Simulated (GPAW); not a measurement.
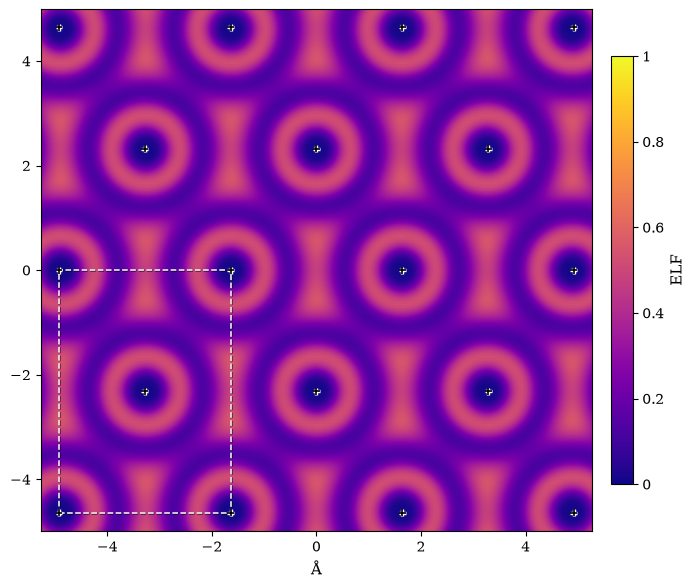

The ELF on a plane through atoms (crosses mark nuclei in the plane).

These are results of Kohn-Sham DFT of a periodic cell, PBEsol, PAW data sets made by gpaw-setup for the functional in GPAW 26.7.0, not measurements.

Candidates:
A. Ti, a = 3.28 Å, b = 3.28 Å, c = 3.28 Å, α = 90.00°, β = 90.00°, γ = 90.00°. Space group Im-3m; computed pressure about −7 GPa in this cell.
B. Si2Mo, a = 3.20 Å, b = 3.20 Å, c = 7.86 Å, α = 90.00°, β = 90.00°, γ = 90.00°. Space group I4/mmm; not relaxed (largest force 0.3 eV/Å); computed pressure about −2 GPa in this cell.
C. TiSi2, a = 3.53 Å, b = 13.52 Å, c = 3.57 Å, α = 90.00°, β = 90.00°, γ = 90.00°. Space group Cmcm; a structure from a database of computed crystals, not necessarily the ambient phase.

> Which system is this?

Candidate A: Ti on the (101̄) plane of the conventional cell, which holds Ti. Ti–Ti (2.84 Å): the ELF is about 0.20 at the midpoint: no shared electron pair shows on this line.
